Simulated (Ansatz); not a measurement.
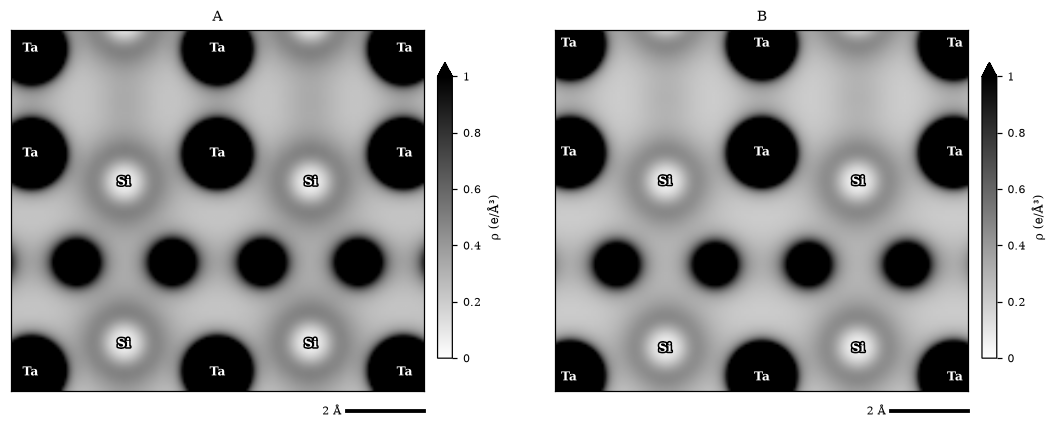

Ta₂Si. The valence charge density (pseudo) of two cells that differ in size, on the (110) plane of each (indices in the axes of the calculation cell), at one length scale and on one colour scale; one has 14.4 and the other 15.8 Å³ an atom.

Level of theory: Ansatz, DFT PBEsol, scalar-relativistic, plane waves, PAW.

The larger cell:

```cif
data_structure
_symmetry_space_group_name_H-M 'P 1'
_symmetry_Int_Tables_number 1
_cell_length_a 5.0179
_cell_length_b 5.0179
_cell_length_c 5.0179
_cell_angle_alpha 104.607
_cell_angle_beta 104.607
_cell_angle_gamma 119.712
_cell_volume 94.90
loop_
_atom_site_label
_atom_site_type_symbol
_atom_site_fract_x
_atom_site_fract_y
_atom_site_fract_z
_atom_site_occupancy
Ta1 Ta 0.66307 0.83693 0.50000 1
Ta2 Ta 0.83693 0.33693 0.17387 1
Ta3 Ta 0.33693 0.16307 0.50000 1
Ta4 Ta 0.16307 0.66307 0.82613 1
Si1 Si 0.25000 0.25000 0.00000 1
Si2 Si 0.75000 0.75000 0.00000 1
```

The smaller cell: a = 4.864 Å, b = 4.864 Å, c = 4.864 Å, α = 104.54°, β = 104.54°, γ = 119.86°.

**Which panel shows the smaller cell, and what does the compression change?**

Panel A is the smaller cell, by 9 % in volume. From the larger cell to the smaller, Ta–Ta goes from 2.83 to 2.73 Å, and the density at its midpoint from 0.32 to 0.37 e/Å³; Ta–Si goes from 2.62 to 2.54 Å, and the density at its midpoint from 0.36 to 0.41 e/Å³; the pressure goes from 0.0 to 26 GPa.
